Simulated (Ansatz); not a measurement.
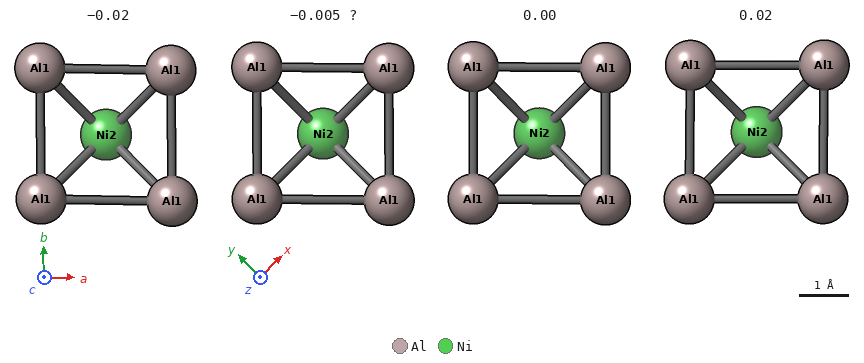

A scan of a crystal of AlNi (Cmmm): the cell is strained along x alone, with the atoms kept at their fractional coordinates. x, y and z are the Cartesian axes of the input. The picture is a ball-and-stick view of the cell of the calculation, seen along the c axis.

All numbers below come from DFT PBEsol, scalar-relativistic, plane waves, PAW (Ansatz). Set-up: plane-wave cutoff 420 eV; k-point mesh 18 × 18 × 16; occupations gaussian; smearing width 0.15 eV; no spin polarisation. Energies (free energies at the smearing named) are counted from the cell as listed in its source, which wasn't relaxed.

```json
{"strain": "−0.0200", "E − E(ref) (meV/atom)": "9.5"}
{"strain": "−0.0150", "E − E(ref) (meV/atom)": "6.2"}
{"strain": "−0.0100", "E − E(ref) (meV/atom)": "3.6"}
{"strain": "−0.0050", "E − E(ref) (meV/atom)": "?"}
{"strain": "0.0000", "E − E(ref) (meV/atom)": "0.0"}
{"strain": "0.0050", "E − E(ref) (meV/atom)": "−1.0"}
{"strain": "0.0100", "E − E(ref) (meV/atom)": "−1.4"}
{"strain": "0.0150", "E − E(ref) (meV/atom)": "−1.3"}
{"strain": "0.0175", "E − E(ref) (meV/atom)": "−1.0"}
{"strain": "0.0200", "E − E(ref) (meV/atom)": "−0.7"}
```

### Estimate the missing energy from the other rows, and compare with the calculation.

A straight line between the two neighbours gives 1.8 meV/atom. A cubic through the four nearest rows (−0.0150, −0.0100, 0.0000, 0.0050) gives, with Lagrange weights, (−0.1667)(6.2) + (0.6667)(3.6) + (0.6667)(0.0) + (−0.1667)(−1.0) = 1.5 meV/atom. The calculation gives 1.5 meV/atom, so the cubic is right to the digits shown and the straight line 0.3 meV/atom too high, as the curve bends upwards here.

The whole profile:

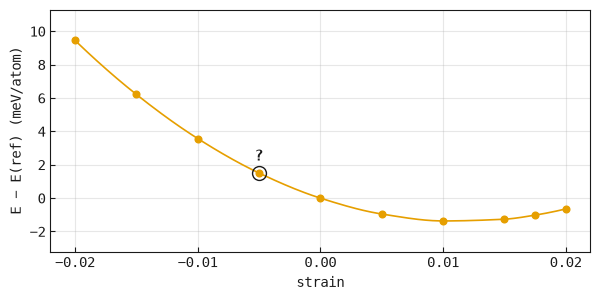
